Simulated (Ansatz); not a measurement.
**CaS(100) (Fm-3m bulk, 4 atomic planes (those closer than 0.6 Å count as one), 9 Å, CaS-terminated): images, spectra and barriers**

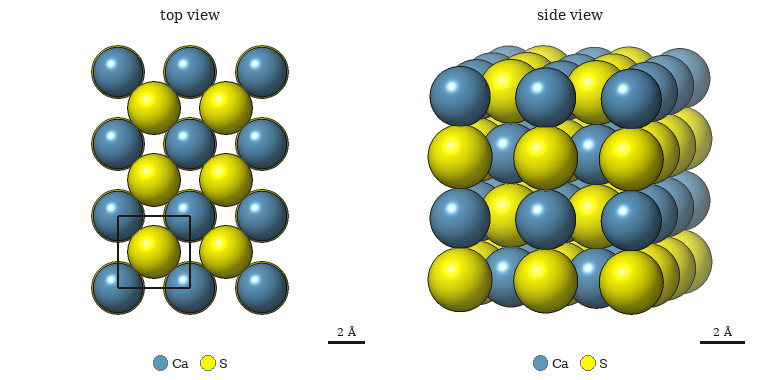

The relaxed structure from above and from the side.

Level of theory: DFT PBE, scalar-relativistic, plane waves, PAW (Ansatz 0.2.0). Cutoff 420 eV, 18 × 18 k-points, Gaussian smearing 0.05 eV, dipole correction. The slab is a cut without reconstruction beyond its cell, at the source's lattice constants, with its lower half held fixed and the rest relaxed. No spin polarisation.

Model: Tersoff–Hamann, s-wave tip, no tip–sample forces. Zero bias is put in the middle of the gap by convention. Bias windows are sharp sums over the levels of the k mesh.

```cif
data_structure
_symmetry_space_group_name_H-M 'P 1'
_symmetry_Int_Tables_number 1
_cell_length_a 4.0206
_cell_length_b 4.0206
_cell_length_c 26.5290
_cell_angle_alpha 90.000
_cell_angle_beta 90.000
_cell_angle_gamma 90.000
_cell_volume 428.85
loop_
_atom_site_label
_atom_site_type_symbol
_atom_site_fract_x
_atom_site_fract_y
_atom_site_fract_z
_atom_site_occupancy
Ca1 Ca 0.50000 0.50000 0.33925 1
S1 S 0.00000 0.00000 0.33925 1
Ca2 Ca 0.00000 0.00000 0.44642 1
S2 S 0.50000 0.50000 0.44642 1
Ca3 Ca 0.50000 0.50000 0.55491 1
S3 S 0.00000 0.00000 0.55404 1
Ca4 Ca 0.00000 0.00000 0.65907 1
S4 S 0.50000 0.50000 0.66323 1
```

### 1. One image

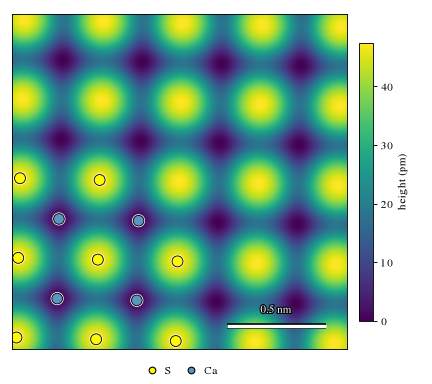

Constant-current image at a set point of 1.1 × 10⁻⁵ e/Å³ of this surface, sample bias −1.85 V. The atoms seen from above are drawn over one corner (deeper ones smaller).

> Assign the bright and dark features to the surface structure.

The brightest spots lie over the top S atoms; the darkest points are over the top Ca atoms. The corrugation is 47 pm at a mean tip height of 4.0 Å.

### 2. Approach curves

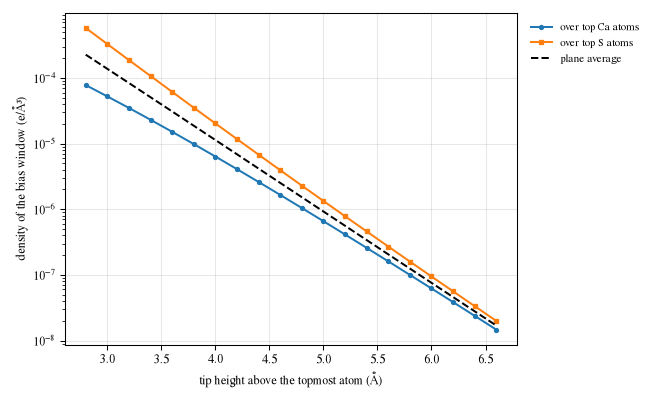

Approach curves over this surface at a sample bias of −1.85 V.

> Estimate the decay constant and the apparent barrier, and compare with the vacuum level, which the run puts 3.66 eV above zero bias.

Near 4 Å the plane average falls as exp(−2.50 z/Å), a factor of 12 per ångström, which gives an apparent barrier of 6.0 eV (0.952 eV Å² times the slope squared). The highest filled states lie 4.90 eV under the vacuum level. The apparent barrier is above 4.90 eV. At 4 Å the 0.26 eV of states nearest the highest filled state carry under 1 % of the density. The value exceeds even the 5.51 eV between the vacuum level and the deepest states of the window, so their depth alone doesn't explain it. States away from the zone centre decay faster, since their momentum along the surface adds to the barrier, and that may account for the rest.

### 3. Barrier map

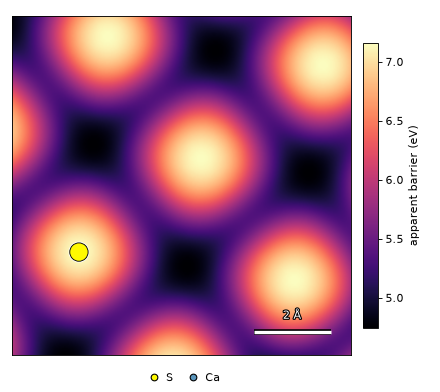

Map of the apparent barrier height, 0.952 eV Å² × (d ln I/dz)², 4.2 Å above this surface at −1.85 V; lighter colours are higher.

> Where is the apparent barrier highest and lowest, and over what range?

It is highest, 7.2 eV, over the top S atoms, and lowest, 4.7 eV, over the top Ca atoms. The vacuum level lies 3.66 eV above zero bias, 4.90 eV above the highest filled states. The high values lie on or round the bright spots: there the density falls fastest, as the corrugation dies out with height.

### 4. Bias series

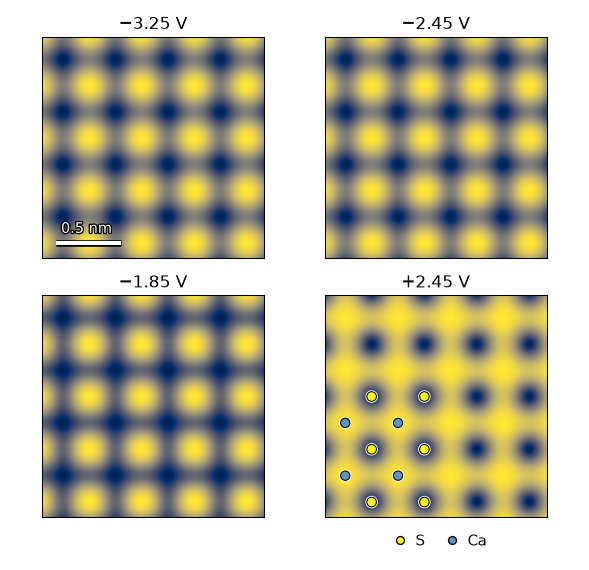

Constant-current images of this surface at 4 sample biases, each on its own colour scale; the last has the atoms seen from above drawn over one corner (deeper ones smaller).

> How do the images change with bias?

```csv
bias,set point (e/Å³),corrugation,brightest over
−3.25 V,1.3 × 10⁻⁴,53 pm,top S atoms
−2.45 V,1.1 × 10⁻⁴,60 pm,top S atoms
−1.85 V,4.0 × 10⁻⁵,62 pm,top S atoms
+2.45 V,2.1 × 10⁻⁴,42 pm,top Ca atoms
```

On its k mesh the slab has a gap of 2.49 eV, inside which this model gives no current; semilocal functionals usually make such gaps too small.
